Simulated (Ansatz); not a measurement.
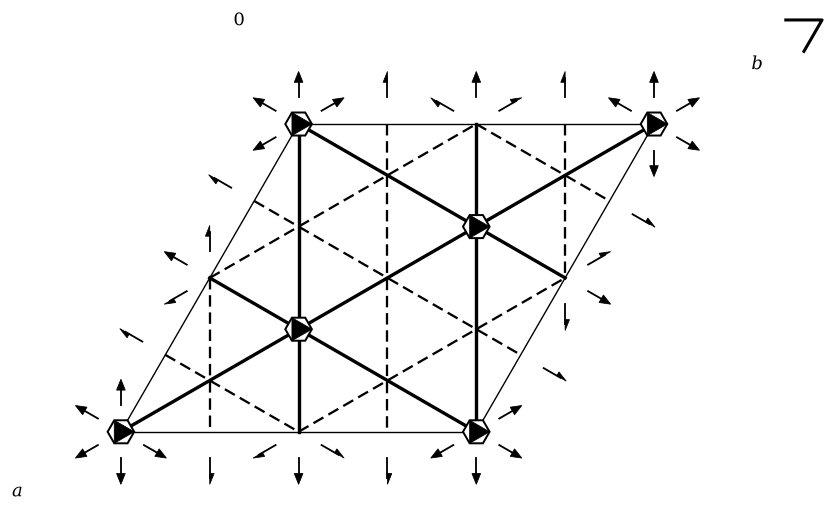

Symmetry elements of a space group, projected down c, computed from the operations of a computed or model structure of composition TiSi2.

Graphical symbols as in the International Tables (origin upper left, heights as fractions; handed screw axes are marked by their printed symbols).

### Identify the space group.

P-6m2 (No. 187); primitive hexagonal, point group -6m2, 12 general positions a cell.

### List the elements shown.

−6 axes along c at (0, 0), (1/3, 2/3), (2/3, 1/3); mirror planes holding c and [1 2 0] or [2 1 0] or [−1 1 0]; in-plane glide planes holding c and [1 2 0] or [2 1 0] or [−1 1 0]; a mirror plane normal to c at height 0; 2 axes along [1 2 0] at height 0; 2 axes along [2 1 0] at height 0; 2 axes along [−1 1 0] at height 0; 2₁ axes along [1 2 0] at height 0; 2₁ axes along [2 1 0] at height 0; 2₁ axes along [−1 1 0] at height 0. Heights repeat every half period; positions are (a, b) fractions, modulo 1.
